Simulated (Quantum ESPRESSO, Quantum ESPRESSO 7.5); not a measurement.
## O on top sites of RuAl(110): a series in the coverage

Wanted: a table for O on top sites of RuAl(110) against the coverage, and what can be fitted to it.

Main program and level: Quantum ESPRESSO 7.5; plane-wave DFT, PBE, GBRV ultrasoft pseudopotentials.

The structure was built from a prototype and need not be the compound's stable phase.

## (1) Starting point

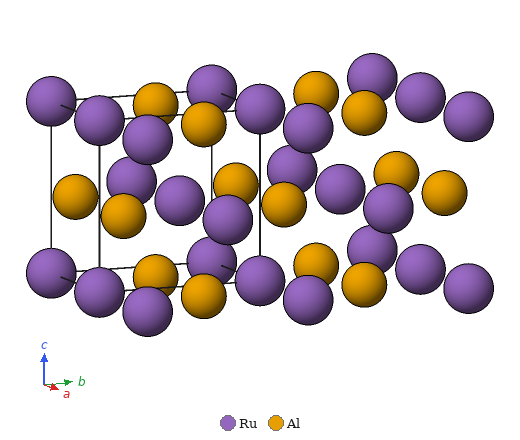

The cell as given, from the side, with the c axis up (ruthenium purple, aluminium orange). 2×2×1 cells are drawn. Some periodic images of atoms are drawn too.

Set-up: Slabs of 3 layers, covered on the upper face; adsorbates and the top layer relax in a periodic cell, the rest is held (the clean slab relaxes both outer layers); a run under open boundaries (ESM, bc1) gives both vacuum levels. Cells of one to 6 surface sites carry the coverages, on meshes of like density; cold smearing of 0.02 Ry. The slabs take the lattice constants of the bulk relaxed by the same program.

Members 0.25, 0.3333, 0.5 and 0.6667 took the same steps and show in the table alone.

This run has no spin polarisation, although Ru can carry a moment. A spin-polarised state was not tried and may lie lower.

## (2) Relaxing cell and ions of the reference

The bulk crystal is relaxed in cell and atoms; the members are built on its lattice constants.

The input, ref.vc.in:

```
&control
  prefix = 'ref.vc'
  outdir = './out'
  pseudo_dir = './pseudo'
  nstep = 40
  forc_conv_thr = 0.0003
  calculation = 'vc-relax'
/
&system
  ibrav = 0
  nat = 4
  ntyp = 2
  ecutwfc = 50
  ecutrho = 250
  occupations = 'smearing'
  smearing = 'mv'
  degauss = 0.02
/
&electrons
  conv_thr = 1e-09
  mixing_beta = 0.4
  electron_maxstep = 120
/
&ions
/
&cell
  press_conv_thr = 0.3
/
ATOMIC_SPECIES
  Ru  101.0700  ru_pbe_v1.2.uspp.F.UPF
  Al  26.9815  al_pbe_v1.uspp.F.UPF
CELL_PARAMETERS angstrom
  2.99000000000000 0.00000000000000 0.00000000000000
  0.00000000000000 4.22849855149556 0.00000000000000
  0.00000000000000 0.00000000000000 4.22849855149556
ATOMIC_POSITIONS crystal
  Ru  0.000000000000 0.000000000000 0.000000000000
  Al  0.500000000000 0.500000000000 0.000000000000
  Ru  0.000000000000 0.500000000000 0.500000000000
  Al  0.500000000000 0.000000000000 0.500000000000
K_POINTS automatic
  14 10 10 0 0 0
```

Run with:

```console
OMP_NUM_THREADS=1 mpirun -n 16 pw.x -nk 16 -in ref.vc.in > ref.vc.out
```

What it wrote:

```text
Program PWSCF v.7.5 starts
[citation notice left out]

     Parallel version (MPI & OpenMP), running on      16 processor cores
     Number of MPI processes:                16
     Threads/MPI process:                     1

     MPI processes distributed on     1 nodes
[...]
Current dimensions of program PWSCF are:
     Max number of different atomic species (ntypx) = 10
     Max number of k-points (npk) =  40000
     Max angular momentum in pseudopotentials (lmaxx) =  4
     Found identity + (  0.0000 -0.5000 -0.5000) symmetry
     This is a supercell, fractional translations are disabled
     Message from routine setup:
     using ibrav=0 with symmetry is DISCOURAGED, use correct ibrav instead

     K-points division:     npool     =      16
     Subspace diagonalization in iterative solution of the eigenvalue problem:
     a serial algorithm will be used

     G-vector sticks info
     --------------------
     sticks:   dense  smooth     PW     G-vecs:    dense   smooth      PW
     Sum         901     715    225                24085    17205    2911

     Using Slab Decomposition

     bravais-lattice index     =            0
     lattice parameter (alat)  =       5.6503  a.u.
     unit-cell volume          =     360.7781 (a.u.)^3
     number of atoms/cell      =            4
     number of atomic types    =            2
     number of electrons       =        38.00
     number of Kohn-Sham states=           23
     kinetic-energy cutoff     =      50.0000  Ry
     charge density cutoff     =     250.0000  Ry
     scf convergence threshold =      1.0E-09
     mixing beta               =       0.4000
     number of iterations used =            8  plain     mixing
     energy convergence thresh.=      1.0E-04
     force convergence thresh. =      3.0E-04
     press convergence thresh. =      3.0E-01
     Exchange-correlation= SLA  PW   PBE  PBE
                           (   1   4   3   4   0   0   0)
     nstep                     =           40

     celldm(1)=   5.650281  celldm(2)=   0.000000  celldm(3)=   0.000000
     celldm(4)=   0.000000  celldm(5)=   0.000000  celldm(6)=   0.000000

     crystal axes: (cart. coord. in units of alat)
               a(1) = (   1.000000   0.000000   0.000000 )
               a(2) = (   0.000000   1.414214   0.000000 )
               a(3) = (   0.000000   0.000000   1.414214 )

     reciprocal axes: (cart. coord. in units 2 pi/alat)
               b(1) = (  1.000000  0.000000  0.000000 )
               b(2) = (  0.000000  0.707107  0.000000 )
               b(3) = (  0.000000  0.000000  0.707107 )

     PseudoPot. # 1 for Ru read from file:
     ./pseudo/ru_pbe_v1.2.uspp.F.UPF
     Pseudo is Ultrasoft + core correction, Zval = 16.0
     Generated by new atomic code, or converted to UPF format
     Using radial grid of  967 points,  6 beta functions with:
                l(1) =   0
                l(2) =   0
                l(3) =   1
                l(4) =   1
                l(5) =   2
                l(6) =   2
     Q(r) pseudized with  8 coefficients,  rinner =    1.300   1.300   1.300
                                                       1.300   1.300

     PseudoPot. # 2 for Al read from file:
     ./pseudo/al_pbe_v1.uspp.F.UPF
     Pseudo is Ultrasoft + core correction, Zval =  3.0
     Generated by new atomic code, or converted to UPF format
     Using radial grid of  893 points,  3 beta functions with:
                l(1) =   0
                l(2) =   1
                l(3) =   2
     Q(r) pseudized with  8 coefficients,  rinner =    0.900   0.900   0.900
                                                       0.900   0.900

     atomic species   valence    mass     pseudopotential
     Ru               16.00   101.07000     Ru( 1.00)
     Al                3.00    26.98150     Al( 1.00)

     16 Sym. Ops., with inversion, found

   Cartesian axes

     site n.     atom                  positions (alat units)
         1        Ru     tau(   1) = (   0.0000000   0.0000000   0.0000000  )
         2        Al     tau(   2) = (   0.5000000   0.7071068   0.0000000  )
         3        Ru     tau(   3) = (   0.0000000   0.7071068   0.7071068  )
         4        Al     tau(   4) = (   0.5000000   0.0000000   0.7071068  )

     number of k points=   168  Marzari-Vanderbilt smearing, width (Ry)=  0.0200

     Number of k-points >= 100: set verbosity='high' to print them.

     Dense  grid:    24085 G-vectors     FFT dimensions: (  30,  45,  45)

     Smooth grid:    17205 G-vectors     FFT dimensions: (  25,  36,  36)

     Estimated max dynamical RAM per process >      35.58 MB

     Estimated total dynamical RAM >     481.11 MB

     Initial potential from superposition of free atoms

     starting charge      35.9950, renormalised to      38.0000

     negative rho (up, down):  1.544E-01 0.000E+00
     Starting wfcs are   34 randomized atomic wfcs

     total cpu time spent up to now is        1.1 secs

     per-process dynamical memory:    34.8 Mb

     Self-consistent Calculation

     iteration #  1     ecut=    50.00 Ry     beta= 0.40
     Davidson diagonalization with overlap
     ethr =  1.00E-02,  avg # of iterations =  2.5

     negative rho (up, down):  1.545E-01 0.000E+00

     total cpu time spent up to now is        2.0 secs

     total energy              =    -400.85574008 Ry
     estimated scf accuracy    <       4.20190638 Ry

     iteration #  2     ecut=    50.00 Ry     beta= 0.40
[...]
negative rho (up, down):  1.527E-01 0.000E+00

[...]
total energy              =    -401.97010901 Ry
     estimated scf accuracy    <       0.90187861 Ry

     iteration #  3     ecut=    50.00 Ry     beta= 0.40
[...]
negative rho (up, down):  1.511E-01 0.000E+00

[...]
total energy              =    -402.11358267 Ry
     estimated scf accuracy    <       0.01880862 Ry

     iteration #  4     ecut=    50.00 Ry     beta= 0.40
[...]
negative rho (up, down):  1.515E-01 0.000E+00

[...]
total energy              =    -402.11651896 Ry
     estimated scf accuracy    <       0.00327437 Ry

     iteration #  5     ecut=    50.00 Ry     beta= 0.40
[...]
negative rho (up, down):  1.515E-01 0.000E+00

[...]
total energy              =    -402.11692050 Ry
     estimated scf accuracy    <       0.00163639 Ry

     iteration #  6     ecut=    50.00 Ry     beta= 0.40
[...]
0.00000000   0.00000000  -0.00001474            0.00        0.00       -2.17

     Energy error            =      4.5E-04 Ry
     Gradient error          =      0.0E+00 Ry/Bohr
     Cell gradient error     =      2.2E+00 kbar

     number of scf cycles    =   2
     number of bfgs steps    =   1

     enthalpy           old  =    -402.1169665962 Ry
     enthalpy           new  =    -402.1174196403 Ry

     CASE: enthalpy          _new < enthalpy          _old

     new trust radius        =       0.0013215649 bohr
     new conv_thr            =            1.0E-11 Ry

     new unit-cell volume =    365.60928 a.u.^3 (    54.17771 Ang^3 )
     density =      7.84952 g/cm^3

CELL_PARAMETERS (angstrom)
   3.003818103   0.000000000   0.000000000
   0.000000000   4.246914223   0.000000000
   0.000000000   0.000000000   4.246914223

ATOMIC_POSITIONS (crystal)
Ru               0.0000000000        0.0000000000        0.0000000000
Al               0.5000000000        0.5000000000        0.0000000000
Ru               0.0000000000        0.5000000000        0.5000000000
Al               0.5000000000        0.0000000000        0.5000000000

[...]
NEW-OLD atomic charge density approx. for the potential
     New effective cutoffs (rho, wfc):  247.63   49.56

     negative rho (up, down):  1.501E-01 0.000E+00

     total cpu time spent up to now is       18.8 secs

     per-process dynamical memory:    45.9 Mb

     Self-consistent Calculation

     iteration #  1     ecut=    50.00 Ry     beta= 0.40
     Davidson diagonalization with overlap
     ethr =  1.00E-06,  avg # of iterations =  2.0

     Threshold (ethr) on eigenvalues was too large:
     Diagonalizing with lowered threshold

     Davidson diagonalization with overlap
     ethr =  6.72E-10,  avg # of iterations =  4.0

     negative rho (up, down):  1.501E-01 0.000E+00

     total cpu time spent up to now is       20.6 secs

     total energy              =    -402.11742168 Ry
     estimated scf accuracy    <       0.00000059 Ry

[...]
iteration #  8     ecut=    50.00 Ry     beta= 0.40
[...]
negative rho (up, down):  1.501E-01 0.000E+00

[...]
End of self-consistent calculation

     Number of k-points >= 100: set verbosity='high' to print the bands.

     the Fermi energy is    15.9876 ev

!    total energy              =    -402.11742186 Ry
     estimated scf accuracy    <          5.8E-12 Ry
     smearing contrib. (-TS)   =       0.00139788 Ry
     internal energy E=F+TS    =    -402.11881974 Ry

     The total energy is F=E-TS. E is the sum of the following terms:
     one-electron contribution =    -140.30619859 Ry
     hartree contribution      =      91.11957610 Ry
     xc contribution           =     -60.83962886 Ry
     ewald contribution        =    -292.09256838 Ry

     convergence has been achieved in   8 iterations

     negative rho (up, down):  1.501E-01 0.000E+00

     Forces acting on atoms (cartesian axes, Ry/au):

     atom    1 type  1   force =     0.00000000    0.00000000    0.00000000
     atom    2 type  2   force =     0.00000000    0.00000000    0.00000000
     atom    3 type  1   force =     0.00000000    0.00000000    0.00000000
     atom    4 type  2   force =     0.00000000    0.00000000    0.00000000

     Total force =     0.000000     Total SCF correction =     0.000000

     Computing stress (Cartesian axis) and pressure

     negative rho (up, down):  1.501E-01 0.000E+00
          total   stress  (Ry/bohr**3)                   (kbar)     P=        0.03
   0.00000231   0.00000000   0.00000000            0.34        0.00        0.00
   0.00000000  -0.00000082   0.00000000            0.00       -0.12        0.00
   0.00000000   0.00000000  -0.00000082            0.00        0.00       -0.12

     Energy error            =      2.2E-06 Ry
     Gradient error          =      0.0E+00 Ry/Bohr
     Cell gradient error     =      3.4E-01 kbar

     number of scf cycles    =   3
     number of bfgs steps    =   2

     enthalpy           old  =    -402.1174196403 Ry
     enthalpy           new  =    -402.1174218570 Ry

     CASE: enthalpy          _new < enthalpy          _old

     new trust radius        =       0.0002098221 bohr
     new conv_thr            =            1.0E-11 Ry

     new unit-cell volume =    365.61093 a.u.^3 (    54.17795 Ang^3 )
     density =      7.84949 g/cm^3

CELL_PARAMETERS (angstrom)
   3.003982914   0.000000000   0.000000000
   0.000000000   4.246807297   0.000000000
   0.000000000   0.000000000   4.246807297

ATOMIC_POSITIONS (crystal)
Ru               0.0000000000        0.0000000000        0.0000000000
Al               0.5000000000        0.5000000000        0.0000000000
Ru               0.0000000000        0.5000000000        0.5000000000
Al               0.5000000000        0.0000000000        0.5000000000

[...]
NEW-OLD atomic charge density approx. for the potential
     New effective cutoffs (rho, wfc):  247.64   49.57

     negative rho (up, down):  1.501E-01 0.000E+00

     total cpu time spent up to now is       26.2 secs

     per-process dynamical memory:    43.1 Mb

[...]
!    total energy              =    -402.11742191 Ry
[...]
Total force =     0.000000     Total SCF correction =     0.000000
[...]
Self-consistent Calculation

     iteration #  1     ecut=    50.00 Ry     beta= 0.40
     Davidson diagonalization with overlap
     ethr =  1.00E-06,  avg # of iterations = 13.4

     negative rho (up, down):  1.558E-01 0.000E+00

     total cpu time spent up to now is       34.9 secs

     total energy              =    -400.60692120 Ry
     estimated scf accuracy    <       4.67198572 Ry

[...]
iteration # 15     ecut=    50.00 Ry     beta= 0.40
[...]
negative rho (up, down):  1.501E-01 0.000E+00

[...]
End of self-consistent calculation

     Number of k-points >= 100: set verbosity='high' to print the bands.

     the Fermi energy is    15.9875 ev

!    total energy              =    -402.11742948 Ry
     estimated scf accuracy    <          2.7E-12 Ry
     smearing contrib. (-TS)   =       0.00139799 Ry
     internal energy E=F+TS    =    -402.11882747 Ry

     The total energy is F=E-TS. E is the sum of the following terms:
     one-electron contribution =    -140.30688052 Ry
     hartree contribution      =      91.11980059 Ry
     xc contribution           =     -60.83962122 Ry
     ewald contribution        =    -292.09212632 Ry

     convergence has been achieved in  15 iterations

     negative rho (up, down):  1.501E-01 0.000E+00

     Forces acting on atoms (cartesian axes, Ry/au):

     atom    1 type  1   force =     0.00000000    0.00000000    0.00000000
     atom    2 type  2   force =     0.00000000    0.00000000    0.00000000
     atom    3 type  1   force =     0.00000000    0.00000000    0.00000000
     atom    4 type  2   force =     0.00000000    0.00000000    0.00000000

     Total force =     0.000000     Total SCF correction =     0.000000

     Computing stress (Cartesian axis) and pressure

     negative rho (up, down):  1.501E-01 0.000E+00
          total   stress  (Ry/bohr**3)                   (kbar)     P=        0.04
   0.00000178   0.00000000   0.00000000            0.26        0.00        0.00
   0.00000000  -0.00000044   0.00000000            0.00       -0.07        0.00
   0.00000000   0.00000000  -0.00000044            0.00        0.00       -0.07

[...]
=------------------------------------------------------------------------------=
   JOB DONE.
=------------------------------------------------------------------------------=
```

Wall time 49 s (16 MPI ranks of Arm Neoverse V1, shared host); peak memory 1.1 GiB; 13 min of CPU time.

Step by step:

| step | energy less that of the first step (eV) | largest force (eV/Å) | volume (Å³) |
| --- | --- | --- | --- |
| 1 | 0.0000 | 0.0000 | 53.46 |
| 2 | -0.0062 | 0.0000 | 54.23 |
| 3 | -0.0062 | 0.0000 | 54.18 |
| 4 | -0.0062 | 0.0000 | 54.18 |
| 5 | -0.0063 | 0.0000 | 54.18 |

| cell as run | before | after | change |
| --- | --- | --- | --- |
| a (Å) | 2.990 | 3.004 | +0.5 % |
| b (Å) | 4.228 | 4.247 | +0.4 % |
| c (Å) | 4.228 | 4.247 | +0.4 % |
| volume (Å³/atom) | 13.37 | 13.54 | +1.3 % |

Final coordinates:

```xyz
4
Lattice="3.0040 0.0000 0.0000 0.0000 4.2468 0.0000 0.0000 0.0000 4.2468" Properties=species:S:1:pos:R:3 pbc="T T T"
Ru    0.0000    0.0000    0.0000
Al    1.5020    2.1234    0.0000
Ru    0.0000    2.1234    2.1234
Al    1.5020    0.0000    2.1234
```

 The last row is no step: it is a fresh SCF in the final cell with a new plane-wave basis, -0 meV from the row before.

Read from the output:

- free energy: -5471.0863 eV
- Fermi energy: 15.99 eV

[end of part 1 of 10]

[Logs are printed without paths, hosts, clocks, repeated set-up lines and the standing remarks that a program may print on its own settings, such as how far it seeks lower states.]

[Hosts, paths, dates, database ids (printed as entryN), source tags and the programs' standing remarks are cut or masked in the printed files.]

[Maps of the electrostatic potential energy from Ansatz leave out the sawtooth potential of an applied field or a dipole correction, so their vacuum need not be flat; planar profiles and work functions include it.]
